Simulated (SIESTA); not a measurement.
# A series of single points on Hf

System: Hf (P6₃/mmc, 2 atoms in the cell).
Method: Kohn-Sham DFT of a periodic cell, PBEsol, PseudoDojo 0.4 standard, converted to PSML, no spin polarisation (SIESTA 5.4.2).

The 7 runs differ only in the geometry, by an even scaling of the cell at fixed fractional positions. The structure derives from an entry of the Crystallography Open Database.

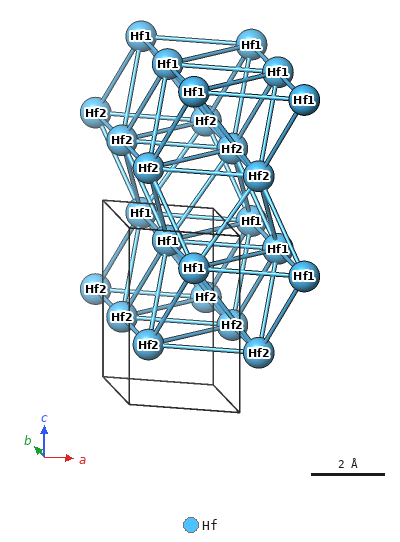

Figure 1. The structure of run 4 (ball-and-stick view of the cell of the calculation, repeated 2 × 3 × 2, seen slightly off an axis; atoms are numbered from 1 in the order of the input). An atom can appear more than once, as a periodic image.

## Input of run 4
```
SystemName                      Hafnium
SystemLabel                     Hf
NumberOfSpecies                 1
NumberOfAtoms                   2
%block ChemicalSpeciesLabel
  1  72 Hf
%endblock ChemicalSpeciesLabel

LatticeConstant                 1.0 Ang
%block LatticeVectors
     3.1967000000     0.0000000000     0.0000000000
    -1.5983500000     2.7684234083     0.0000000000
     0.0000000000     0.0000000000     5.0578000000
%endblock LatticeVectors
AtomicCoordinatesFormat         Fractional
%block AtomicCoordinatesAndAtomicSpecies
     0.6666666667     0.3333333333     0.7500000000  1  Hf
     0.3333333333     0.6666666667     0.2500000000  1  Hf
%endblock AtomicCoordinatesAndAtomicSpecies

%block kgrid.MonkhorstPack
   10   0   0  0.0
    0  10   0  0.0
    0   0   5  0.0
%endblock kgrid.MonkhorstPack
XC.Functional                   GGA
XC.Authors                      PBEsol
PAO.BasisSize                   DZP
PAO.EnergyShift                 0.003 Ry
Mesh.Cutoff                     800 Ry
OccupationFunction              FD
ElectronicTemperature           0.05 eV
MaxSCFIterations                120
SCF.MustConverge                false
SCF.Mixer.Method                Pulay
SCF.Mixer.Weight                0.25
SCF.Mixer.History               8
SCF.DM.Tolerance                5.0e-05
SCF.H.Tolerance                 1.0e-03 eV
WriteForces                     true
Charge.Mulliken                 end
Charge.Hirshfeld                end
Charge.Voronoi                  end
SaveRho                         true
SaveElectrostaticPotential      true
%block PAO.Basis
  Hf 5
  n=5 0 2
    3.241 0.000
  n=6 0 2
    8.114 0.000
  n=5 1 2
    3.929 0.000
  n=6 1 1
    8.114
  n=5 2 2
    7.842 0.000
%endblock PAO.Basis
```

Command:
```bash
siesta < Hf.fdf > Hf.out 2>&1
```

Lattice vectors (Å) and fractional positions of run 4:
```
   3.196700    0.000000    0.000000
  -1.598350    2.768423    0.000000
   0.000000    0.000000    5.057800
Hf  0.666667  0.333333  0.750000
Hf  0.333333  0.666667  0.250000
```

Run 3 has the same physical settings and fractional positions; its lattice vectors (Å) are:
```
   3.175245    0.000000    0.000000
  -1.587622    2.749843    0.000000
   0.000000    0.000000    5.023854
```

## Results, with one run withheld

| run | volume per atom (Å³) | free energy per atom, from the lowest run given (meV) | pressure (GPa) |
| --- | --- | --- | --- |
| 1 | 21.037 | 7.19 | 4.02 |
| 2 | 21.485 | 0.00 | 1.18 |
| 3 | 21.933 | ? | ? |
| 4 | 22.380 | 6.98 | −3.53 |
| 5 | 22.828 | 19.92 | −5.68 |
| 6 | 23.276 | 38.46 | −7.53 |
| 7 | 23.723 | 61.91 | −9.20 |

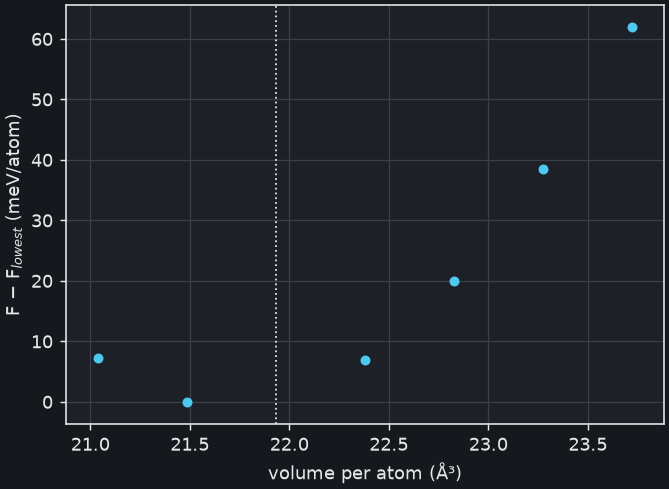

Figure 2. Free energy per atom of the runs given; the dotted line marks run 3.

What should run 3 give?

A cubic polynomial in V^(−2/3) (the Birch–Murnaghan form), fitted to the 6 runs given, misses them by at most 0.03 meV per atom. With x = V^(−2/3) − 0.12577 Å⁻², it reads F = 7.9038 − 6287.6 x + 1.1388e+06 x² − 1.7635e+06 x³ (meV per atom). At run 3 it gives 0.15 meV per atom, and the run itself gives 0.25. The slope of the fit gives a pressure −dF/dV of −1.29 GPa there, and the run prints −1.27 GPa. The fit has its minimum at 21.697 Å³ per atom, where V d²F/dV² gives 122 GPa. Cell shape and fractional positions are held, so this is the stiffness under even scaling; the relaxed bulk modulus wasn't computed.

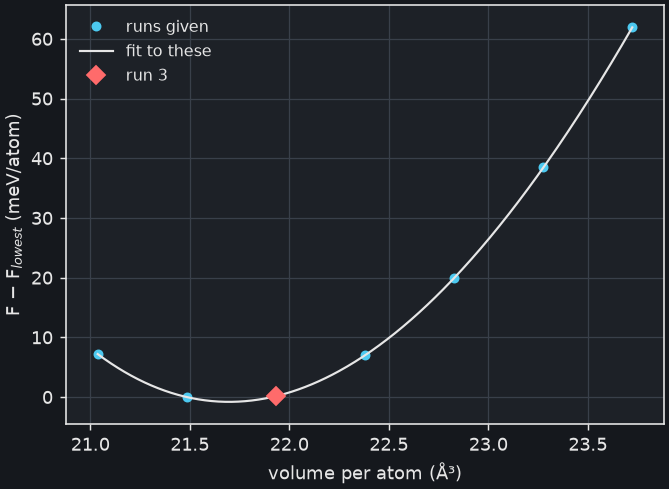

Figure 3. The fit and the withheld run.

## Some lines of the output (run 3)
```
[...]
outcell: Cell volume (Ang**3)        :     43.8654
stepf: Fermi-Dirac step function
siesta: Etot    =     -3067.578661
siesta: FreeEng =     -3067.588764
        iscf     Eharris(eV)        E_KS(eV)     FreeEng(eV)     dDmax    Ef(eV) dHmax(eV)
siesta: E_KS(eV) =            -3067.9807
siesta: E_KS - E_eggbox =     -3067.9807
siesta: Etot    =     -3067.980749
siesta: FreeEng =     -3067.990647
siesta:         Fermi =      -4.684819
siesta: Cell volume =         43.865403 Ang**3
    Orbital volume contribution        =           3.077646 eV
```

Notes: Points of doubt noted for this run: mulliken charges of long orbitals. Spin–orbit coupling is left out, which matters for Hf. With a small basis of atomic orbitals these values can differ much from converged plane-wave results.
